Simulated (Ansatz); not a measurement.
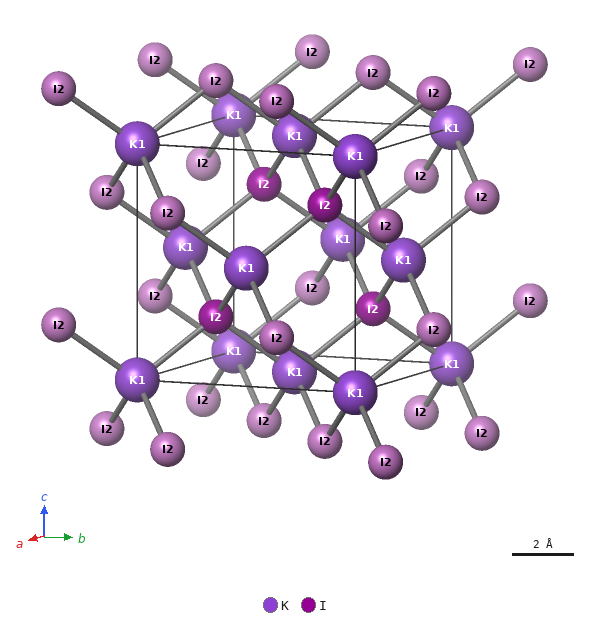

Fig. 1: The structure (ball-and-stick view of the cell 4 times as large as that of the calculation, set on its symmetry axes, seen slightly off an axis; neighbours outside the cell are drawn fainter; atoms are numbered from 1 in the order of the input). An atom can appear more than once, as a periodic image. Near neighbours in the periodic cell (some may lie outside the picture): K has 4 I at 3.43 Å; I has 4 K at 3.43 Å.

# GW calculation of KI

System: KI (2 atoms in the cell).
Method: DFT, PBE, plane waves, PAW, no spin polarisation (Ansatz 0.2.0).

The structure was built on a prototype by a generator. Some settings of this run were made unusual or wrong on purpose. The geometry comes from this level: r2SCAN. Figures and captions count atoms from 1; the log counts them from 0 in places.

**Input**
```yaml
crystal:
  lattice:
    - [0.0, 3.96589425, 3.96589425]
    - [3.96589425, 0.0, 3.96589425]
    - [3.96589425, 3.96589425, 0.0]
  atoms:
    - { symbol: K, position: [0.0, 0.0, 0.0] }
    - { symbol: I, position: [0.25, 0.25, 0.25] }
kpoints:
  mp_grid: { grid: [2, 2, 2] }
hamiltonian:
  xc: pbe
scf:
  occupations: { method: fixed }
gw:
  n_empty_bands: 2
  ecut_chi: 80
  qp_bands: [v1, c1]
  qp_kpoints: band_edges
  screening: { model: contour_deformation }
```

Run as:
```bash
ansatz run input.yaml --threads 4 --pin off --max-ram 3686MiB --backend cpu --events-out ev --progress --plain --runs-dir out
```

**What the program printed**
```
Engine: ansatz 0.2.0, aarch64-unknown-linux-gnu
Pseudopotentials: kind: paw
Pseudopotential: K, paw, valence charge 9, recommended cutoff 420 eV (normal), K.paw.azcp
Pseudopotential: I, paw, valence charge 17, recommended cutoff 420 eV (normal), I.paw.azcp
Functional definition: PBE
  parameter kappa = 0.804
  parameter beta = 0.06672455060314922
  exchange = pbe_x(kappa = kappa, mu = beta*pi^2/3)
  correlation = pbe_c(beta = beta)
Crystal: 2 atoms, lattice volume = 124.754 Å³
Basis set: ecut = 420 eV, 2421 PW (Γ)
Bands: 17, of which v1, the nominal top of the filled ones, is band 13 counted from 1 (12 counted from 0)
Symmetry: 24 space group operations
Space group: F-43m (ITA 216), of the structure as read, at distance tolerance 5.0e-5 Å
k-points: 3 of 8
Non-local potential: K, projectors of the file, l = 0: 3, l = 1: 2, l = 2: 2
Non-local potential: I, projectors of the file, l = 0: 2, l = 1: 2, l = 2: 2, l = 3: 2
PAW form: soft (Blöchl's): semilocal exchange-correlation on the pseudo side does not see the compensation charge
PAW one-centre angular grid: K, 110 points (default); XC on 64 Gauss nodes
PAW one-centre angular grid: I, 590 points (default); XC on 64 Gauss nodes
Initial density: superposition of atomic densities (neutral atoms: chi_scale 0, normalization atom), corrected by the library's trained network
Initial wavefunctions: pseudopotential atomic-orbital guess
Functional: x = pbe(κ = 0.804, μ = 0.2195149727645171), c = pbe(β = 0.06672455060314922)
SCF iter   1: F=—  HF=-9053.478101 eV  |F-HF|=—  |Δ(HF+E_count)|=         —  Δρ=7.13e-4  dr2=1.46e-3  ethr=1.77e-3  ⟨swp⟩=6.0  Hψ=240  notcnv=0  defer=5
preconditioner: auto → none  [insulator: Δε(μ)=3.940 eV  Ē_g=13.377 eV  n_scr=14 (ndim 8)  ℏωp=12.4 eV  f_vac=0.370  ε∞_Penn≈1.9]
SCF iter   2: F=—  HF=-9053.477498 eV  |F-HF|=—  |Δ(HF+E_count)|=   6.03e-4  Δρ=2.58e-4  dr2=6.77e-5  ethr=5.62e-6  ⟨swp⟩=3.3  Hψ=119  notcnv=0  defer=5
SCF iter   3: F=—  HF=-9053.477565 eV  |F-HF|=—  |Δ(HF+E_count)|=   6.67e-5  Δρ=1.03e-4  dr2=1.26e-5  ethr=2.61e-7  ⟨swp⟩=2.0  Hψ=97  notcnv=0  defer=5
SCF iter   4: F=—  HF=-9053.477600 eV  |F-HF|=—  |Δ(HF+E_count)|=   3.52e-5  Δρ=4.36e-5  dr2=2.56e-6  ethr=4.85e-8  ⟨swp⟩=2.3  Hψ=68  notcnv=0  defer=5
SCF iter   5: F=—  HF=-9053.477607 eV  |F-HF|=—  |Δ(HF+E_count)|=   7.05e-6  Δρ=9.03e-6  dr2=1.21e-7  ethr=9.85e-9  ⟨swp⟩=3.0  Hψ=80  notcnv=0  defer=6
SCF iter   6: F=-9053.477608 eV  HF=-9053.477608 eV  |F-HF|=1.05e-8  |Δ(HF+E_count)|=   4.40e-7  Δρ=1.20e-6  dr2=2.29e-9  ethr=3.85e-10  ⟨swp⟩=8.3  Hψ=247  notcnv=0
SCF 1 converged in 6 iterations: F = -9053.477608 eV  dr2 = 2.29e-9
  greatest PAW one-centre occupation: 0.999 electrons in one spin orbital (limit 2), on the I atom at site 1 (counted from 0), in its partial waves of l = 2
NSCF: frozen V_eff on 3 k-points
G₀W₀ screening: q 1/3
G₀W₀ screening: q 2/3
G₀W₀ screening: q 3/3
G₀W₀ self-energy: k 1/3
G₀W₀ self-energy: k 2/3
G₀W₀ self-energy: k 3/3
NSCF: frozen V_eff on 1 k-points
NSCF: frozen V_eff on 1 k-points
SCF converged after 6 iterations
Free energy (F): -9053.477608 eV
Harris-Foulkes:  -9053.477608 eV  (|F-HF|=1.05e-8)
Internal energy: -9053.477608 eV  (E = F + TS)
E sigma→0 (E₀):  -9053.477608 eV
Fermi energy:    -0.254387 eV
--- Per-component energies (eV) ---
  E_band       = -579.616253
  E_kinetic    = 442.894710
  E_local      = -3383.663779  (includes V_loc(G=0)·N_el)
  E_nonlocal   = -77.320524
  E_hartree    = 1589.629115
  E_xc         = -263.262108
  E_vxc        = -293.475822  (∫ρ·V_xc dr)
  E_paw        = -5599.157113  (= ΣΔE_a)
  E_vpaw       = -447.307963  (= ΣTr[D̂ρ^β])
  E_aug_tail   = -0.000016  (compensation charges beyond the density's cutoff)
  E_ewald      = -1762.597892
  E_smearing   = -0.000000  (= −TS)
  E_closure    = 0.000000  (closes the sum)
  Σ components = -9053.477608   (vs F -9053.477608, Δ=0.00e0)
--- Band table (eV) ---
  k-point 0: bands = ["-42.5782", "-42.5782", "-42.5782", "-42.5767", "-42.5767", "-28.7471", "-12.2421", "-12.2421", "-12.2421", "-10.2577", "-0.2544", "-0.2544", "-0.2544", "3.6577", "7.2707", "7.2707", "7.9029"]
  k-point 1: bands = ["-42.5782", "-42.5782", "-42.5782", "-42.5767", "-42.5767", "-28.7467", "-12.2977", "-12.2450", "-12.2450", "-10.1612", "-0.7174", "-0.2611", "-0.2611", "5.3939", "6.2275", "6.8455", "6.8455"]
  k-point 2: bands = ["-42.5782", "-42.5782", "-42.5782", "-42.5767", "-42.5767", "-28.7465", "-12.3092", "-12.2491", "-12.2491", "-10.1299", "-0.7366", "-0.3109", "-0.3109", "5.0097", "5.9839", "7.6399", "8.0706"]
--- G₀W₀: contour deformation, 5 samples at zero and on the imaginary axis and 1 off it, 8 q-points, 2 empty bands' worth ---
  eigenvalues of the whole cell's RPA ε∞ on this k-mesh (on a slab, of 1 + 4πα/V) = 1.7766, 1.7766, 1.7766; static W/v taken at q = 0 is 0.562888
  bands read: the sum over 15 bands ends inside a degenerate multiplet in 1 slot, whose members it reads at an even weight; the widest, k=0: bands 15 to 16 (counted from 1) at 1/2 each
  gw.qp_kpoints: band_edges: 3 of 3 stored k-points solved, in 1 pass; an edge of the gap read off the rows below is read off those points alone
  `?` marks the rows in doubt; gw_qp.tsv's column doubts and the gw_qp event give each row's grounds
    ik  band        ε_KS         Σx   Σc(E_QP)       V_xc       Z   E_QP_lin       E_QP  E_QP is
     0    13     -0.2544   -16.8836     1.8279   -13.4487  0.8424    -1.9350    -1.8614  root
     0    14      3.6577    -2.6239    -1.3434    -5.6879  0.8720     5.4467     5.3783  root
     1    13     -0.2611   -16.9097     1.8287   -13.4645  0.8423    -1.9522    -1.8776  root
     1    14      5.3939    -2.8048    -1.2979    -6.1613  0.8806     7.5571     7.4525  root ?
     2    13     -0.3109   -16.8313     1.8301   -13.3623  0.8421    -2.0270    -1.9498  root
     2    14      5.0097    -2.1032    -1.3445    -5.0910  0.8709     6.7172     6.6529  root
```

**Outcome**

- outcome: converged
- space group (tolerance 0.01 Å): F-43m (216)
- electrons treated: 26
- free energy: −9053.4776 eV
- Fermi energy: −0.254 eV
- gap on the k-point mesh: 3.91 eV
- quasiparticle gap on the mesh: 7.24 eV
- hardware: 4 threads of Arm Neoverse V1, 112 GiB of memory available, shared host
- wall time: 0.89 s (CPU time 2.3 s)
- peak memory: 0.31 GiB

**Diagnosis**

Some settings of this run were drawn to be unusual or wrong. It converged; results that depend on the unusual settings are not reference values. The GW levels are not extrapolated in basis or mesh. So coarse a mesh can miss the band edges, so the true gap of this method can be much smaller, or zero.
